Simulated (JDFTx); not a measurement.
## Band-structure run, with input and output: ZnSe

System: ZnSe (F-43m, 2 atoms in the cell).
Method: Kohn-Sham DFT of a periodic cell, r2SCAN, SG15-PBE-1.2, no spin polarisation (JDFTx 1.7.0 (patched build)).

The structure derives from an entry of the Crystallography Open Database.

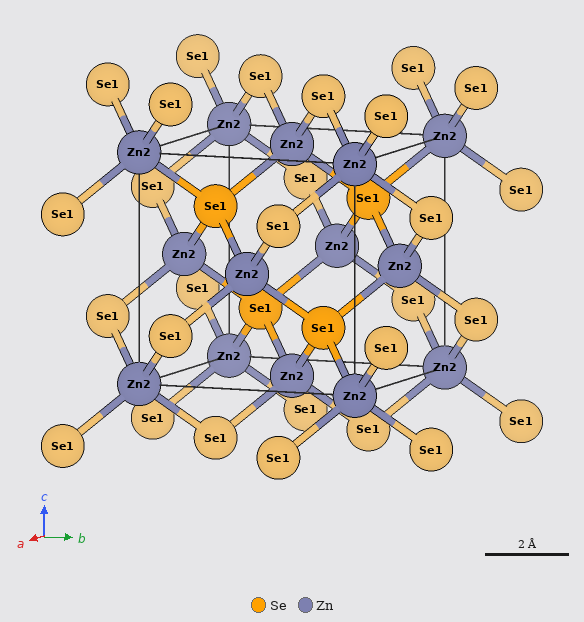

Fig. 1: The structure (ball-and-stick view of the cell 4 times as large as that of the calculation, set on its symmetry axes, seen slightly off an axis; neighbours outside the cell are drawn fainter; atoms are numbered from 1 in the order of the input).

Input file:
```
lattice \
    0.0000000000     2.8338000000     2.8338000000 \
    2.8338000000     0.0000000000     2.8338000000 \
    2.8338000000     2.8338000000     0.0000000000
latt-scale 1.889726124626 1.889726124626 1.889726124626
coords-type Lattice
ion Se     0.7500000000     0.7500000000     0.7500000000 1
ion Zn     0.0000000000     0.0000000000     0.0000000000 1

ion-species pseudo/Se.upf
ion-species pseudo/Zn.upf
elec-cutoff 40 320
elec-ex-corr mgga-x-r2scan mgga-c-r2scan
elec-smearing Fermi 0.0018374661
elec-n-bands 19
electronic-minimize nIterations 30 energyDiffThreshold 1e-06
davidson-band-ratio 1.3
forces-output-coords Cartesian
include path.kpoints
symmetries none
fix-electron-density run.$VAR

dump-name bands.$VAR
dump End Ecomponents EigStats BandEigs Kpoints Forces
```

File path.kpoints:
```
kpoint +0.0000000000 +0.0000000000 +0.0000000000 0.020000000000
kpoint +0.0714285714 +0.0000000000 +0.0714285714 0.020000000000
kpoint +0.1428571429 +0.0000000000 +0.1428571429 0.020000000000
kpoint +0.2142857143 +0.0000000000 +0.2142857143 0.020000000000
kpoint +0.2857142857 +0.0000000000 +0.2857142857 0.020000000000
kpoint +0.3571428571 +0.0000000000 +0.3571428571 0.020000000000
kpoint +0.4285714286 +0.0000000000 +0.4285714286 0.020000000000
kpoint +0.5000000000 +0.0000000000 +0.5000000000 0.020000000000
kpoint +0.5000000000 +0.0833333333 +0.5833333333 0.020000000000
kpoint +0.5000000000 +0.1666666667 +0.6666666667 0.020000000000
kpoint +0.5000000000 +0.2500000000 +0.7500000000 0.020000000000
kpoint +0.4375000000 +0.3125000000 +0.7500000000 0.020000000000
kpoint +0.3750000000 +0.3750000000 +0.7500000000 0.020000000000
kpoint +0.3281250000 +0.3281250000 +0.6562500000 0.020000000000
kpoint +0.2812500000 +0.2812500000 +0.5625000000 0.020000000000
kpoint +0.2343750000 +0.2343750000 +0.4687500000 0.020000000000
kpoint +0.1875000000 +0.1875000000 +0.3750000000 0.020000000000
kpoint +0.1406250000 +0.1406250000 +0.2812500000 0.020000000000
kpoint +0.0937500000 +0.0937500000 +0.1875000000 0.020000000000
kpoint +0.0468750000 +0.0468750000 +0.0937500000 0.020000000000
kpoint +0.0000000000 +0.0000000000 +0.0000000000 0.020000000000
kpoint +0.0833333333 +0.0833333333 +0.0833333333 0.020000000000
kpoint +0.1666666667 +0.1666666667 +0.1666666667 0.020000000000
kpoint +0.2500000000 +0.2500000000 +0.2500000000 0.020000000000
kpoint +0.3333333333 +0.3333333333 +0.3333333333 0.020000000000
kpoint +0.4166666667 +0.4166666667 +0.4166666667 0.020000000000
kpoint +0.5000000000 +0.5000000000 +0.5000000000 0.020000000000
kpoint +0.5250000000 +0.4500000000 +0.5250000000 0.020000000000
kpoint +0.5500000000 +0.4000000000 +0.5500000000 0.020000000000
kpoint +0.5750000000 +0.3500000000 +0.5750000000 0.020000000000
kpoint +0.6000000000 +0.3000000000 +0.6000000000 0.020000000000
kpoint +0.6250000000 +0.2500000000 +0.6250000000 0.020000000000
kpoint +0.5625000000 +0.2500000000 +0.6875000000 0.020000000000
kpoint +0.5000000000 +0.2500000000 +0.7500000000 0.020000000000
kpoint +0.5000000000 +0.2916666667 +0.7083333333 0.020000000000
kpoint +0.5000000000 +0.3333333333 +0.6666666667 0.020000000000
kpoint +0.5000000000 +0.3750000000 +0.6250000000 0.020000000000
kpoint +0.5000000000 +0.4166666667 +0.5833333333 0.020000000000
kpoint +0.5000000000 +0.4583333333 +0.5416666667 0.020000000000
kpoint +0.5000000000 +0.5000000000 +0.5000000000 0.020000000000
kpoint +0.4791666667 +0.4791666667 +0.5416666667 0.020000000000
kpoint +0.4583333333 +0.4583333333 +0.5833333333 0.020000000000
kpoint +0.4375000000 +0.4375000000 +0.6250000000 0.020000000000
kpoint +0.4166666667 +0.4166666667 +0.6666666667 0.020000000000
kpoint +0.3958333333 +0.3958333333 +0.7083333333 0.020000000000
kpoint +0.3750000000 +0.3750000000 +0.7500000000 0.020000000000
kpoint +0.6250000000 +0.2500000000 +0.6250000000 0.020000000000
kpoint +0.5833333333 +0.1666666667 +0.5833333333 0.020000000000
kpoint +0.5416666667 +0.0833333333 +0.5416666667 0.020000000000
kpoint +0.5000000000 +0.0000000000 +0.5000000000 0.020000000000
```

Hardware: 1 thread of Arm Neoverse V1, 24 GiB of memory available, shared host.

Command:
```bash
jdftx -c 1 -i bands.in -o bands.out
```

Log:
```
*************** JDFTx 1.7.0 (patched build) ***************

Input parsed successfully to the following command list (including defaults):
[... the input with its defaults ...]

---------- Initializing the Grid ----------
R =
[            0      5.35511      5.35511  ]
[      5.35511            0      5.35511  ]
[      5.35511      5.35511            0  ]
unit cell volume = 307.138
G =
[  -0.586654   0.586654   0.586654  ]
[   0.586654  -0.586654   0.586654  ]
[   0.586654   0.586654  -0.586654  ]
Minimum fftbox size, Smin = [  64  64  64  ]
Chosen fftbox size, S = [  64  64  64  ]

---------- Initializing tighter grid for wavefunction operations ----------
R =
[            0      5.35511      5.35511  ]
[      5.35511            0      5.35511  ]
[      5.35511      5.35511            0  ]
unit cell volume = 307.138
G =
[  -0.586654   0.586654   0.586654  ]
[   0.586654  -0.586654   0.586654  ]
[   0.586654   0.586654  -0.586654  ]
Minimum fftbox size, Smin = [  44  44  44  ]
Chosen fftbox size, S = [  48  48  48  ]

---------- Exchange Correlation functional ----------
Initialized LibXC exchange functional 'Re-regularized SCAN exchange by Furness et al'
Initialized LibXC correlation functional 'Re-regularized SCAN correlation by Furness et al'

---------- Setting up pseudopotentials ----------
Width of ionic core gaussian charges (only for fluid interactions / plotting) set to 0

Reading pseudopotential file 'pseudo/Se.upf':
  'Se' pseudopotential, 'PBE' functional
  Generated using ONCVPSP code by D. R. Hamann
  6 valence electrons, 0 orbitals, 6 projectors, 602 radial grid points, with lMax = 2
  Core radius for overlap checks: 2.56 bohrs.

Reading pseudopotential file 'pseudo/Zn.upf':
  'Zn' pseudopotential, 'PBE' functional
  Generated using ONCVPSP code by D. R. Hamann
  20 valence electrons, 0 orbitals, 6 projectors, 602 radial grid points, with lMax = 2
  Core radius for overlap checks: 1.85 bohrs.

Initialized 2 species with 2 total atoms.

Folded 50 k-points by 1x1x1 to 50 k-points.

---------- Setting up k-points, bands, fillings ----------
No reducable k-points.
Computing the number of bands and number of electrons
Calculating initial fillings.
nElectrons:  26.000000   nBands: 19   nStates: 50

----- Setting up reduced wavefunction bases (one per k-point) -----
average nbasis = 3713.500 , ideal nbasis = 3711.233

---------- Setting up ewald sum ----------
Optimum gaussian width for ewald sums = 2.432196 bohr.
Real space sum over 1331 unit cells with max indices [  5  5  5  ]
Reciprocal space sum over 2197 terms with max indices [  6  6  6  ]

---------- Allocating electronic variables ----------
Reading n from file 'run.n' ... done
Reading tau from file 'run.tau' ... done
Initializing wave functions:  (No orbitals for LCAO)  bandwidth-limited random numbers

----------- Band structure minimization -------------
Minimization will be done independently for each quantum number.

---- Minimization of quantum number:     0  [ +0.0000000 +0.0000000 +0.0000000 ]  0.040000000 ----
BandDavidson: Iter:   0  Eband: +0.438282396874833
BandDavidson: Iter:   1  Eband: +0.010320169576466  dEband: -4.279622e-01
BandDavidson: Iter:   2  Eband: -0.207568177980737  dEband: -2.178883e-01
BandDavidson: Iter:   3  Eband: -0.299982452409276  dEband: -9.241427e-02
[... 804 lines of inner loops ...]
BandDavidson: Iter:  12  Eband: -0.359258138147176  dEband: -1.645143e-06
BandDavidson: Iter:  13  Eband: -0.359258536313562  dEband: -3.981664e-07
BandDavidson: Converged (dEband<1.000000e-06)
	FillingsUpdate:  mu: +0.283007530  nElectrons: 26.000000

Dumping 'bands.eigStats' ...
	eMin: -4.495039 at state 21 ( [ +0.083333 +0.083333 +0.083333 ] spin 0 )
	HOMO: +0.249160 at state 0 ( [ +0.000000 +0.000000 +0.000000 ] spin 0 )
	mu  : +0.283008
	LUMO: +0.314461 at state 0 ( [ +0.000000 +0.000000 +0.000000 ] spin 0 )
	eMax: +0.786485 at state 49 ( [ +0.500000 +0.000000 +0.500000 ] spin 0 )
	HOMO-LUMO gap: +0.065301
	Optical gap  : +0.065301 at state 0 ( [ +0.000000 +0.000000 +0.000000 ] spin 0 )
Done!
```

Key numbers:

- outcome: converged
- space group (tolerance 0.01 Å): F-43m (216)
- electrons treated: 26
- gap on the band path: 1.78 eV
- wall time: 4.2 min
- peak memory: 0.13 GiB

Points of doubt noted for this run: coarse mesh; metagga forces on grid.
